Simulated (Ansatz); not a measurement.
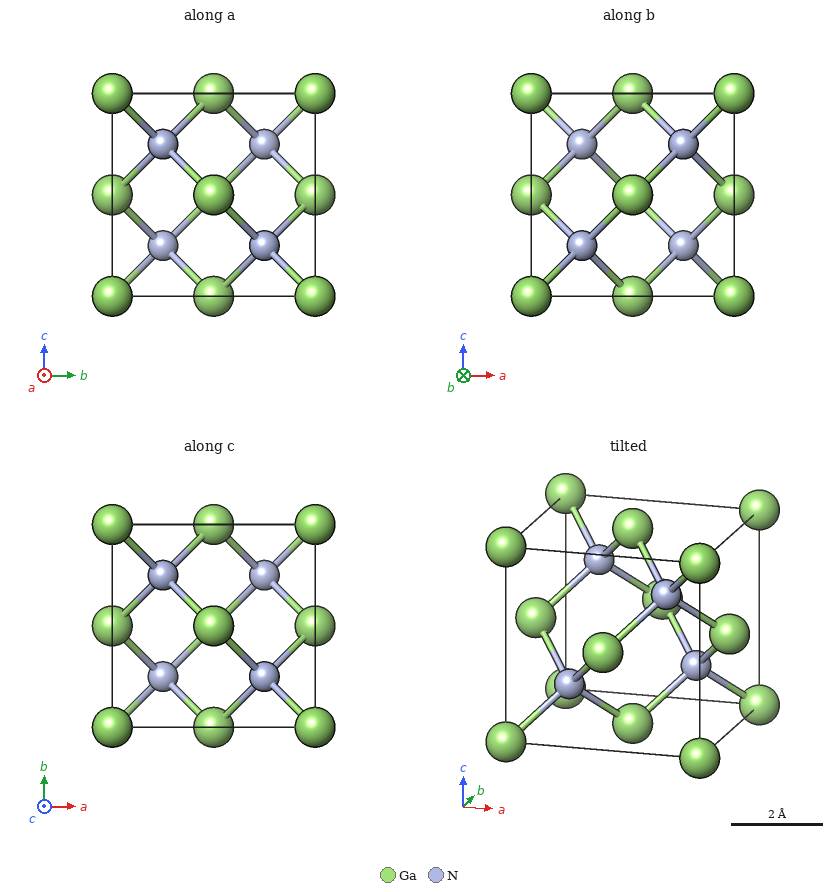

An orthographic ball-and-stick view of the structure, along the a axis, along the b axis, along the c axis and slightly off an axis. Lines trace the edges of the conventional unit cell.

Lattice parameters: a = 4.498 Å, b = 4.498 Å, c = 4.498 Å, α = 90.00°, β = 90.00°, γ = 90.00°. Put a along x and b in the xy plane.

**Set out the cell and atoms as a POSCAR file.**

```
Ga N
1.0
     4.498    0.000    0.000
     0.000    4.498    0.000
     0.000    0.000    4.498
Ga N
4 4
Direct
  0.0000 0.0000 0.0000
  0.0000 0.5000 0.5000
  0.5000 0.0000 0.5000
  0.5000 0.5000 0.0000
  0.2500 0.2500 0.2500
  0.2500 0.7500 0.7500
  0.7500 0.2500 0.7500
  0.7500 0.7500 0.2500
```

Source of the structure: a structure type filled with these elements by a generator (whether the compound takes this form wasn't checked). A relaxation with Ansatz 0.2.0, DFT r2SCAN, scalar-relativistic, plane waves, PAW gave the geometry drawn.
